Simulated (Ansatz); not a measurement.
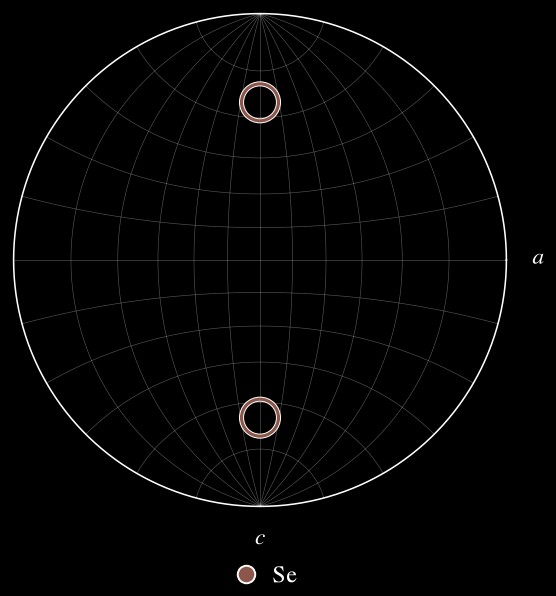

Directions from one selenium atom at (1/2, 0.538, 3/4) to its bonded neighbours, in stereographic projection down b (filled: above the plane of the page or in it, open: below). Crystal: Se, the geometry relaxed with DFT, BLYP, plane waves (420 eV) with PAW, scalar-relativistic (Ansatz); the starting structure was generated, so it need not be a known form of this composition. Geometry calculated from the standardised cell; symmetry tolerance 0.002 Å.

Neighbours are counted up to 2.78 Å for Se.

```yaml
crystal:
  lattice:
    - [2.92888, 0.00000, 0.00000]
    - [0.00000, 14.41530, 0.00000]
    - [-0.03491, 0.00000, 4.68983]
  atoms:
    - { symbol: Se, position: [0.50000, 0.53754, 0.75000] }
    - { symbol: Se, position: [0.50000, 0.46246, 0.25000] }
    - { symbol: Se, position: [0.00000, 0.03754, 0.75000] }
    - { symbol: Se, position: [0.00000, 0.96246, 0.25000] }
```

### How many neighbours are there, and at what angles?

2: 2 Se at 2.58 Å. Angles between bonds: 130° (1×).

### What is the site's symmetry in the crystal?

Point group 2 (C2), order 2: one twofold axis. In C2/c (No. 15) this is Wyckoff position 4e.
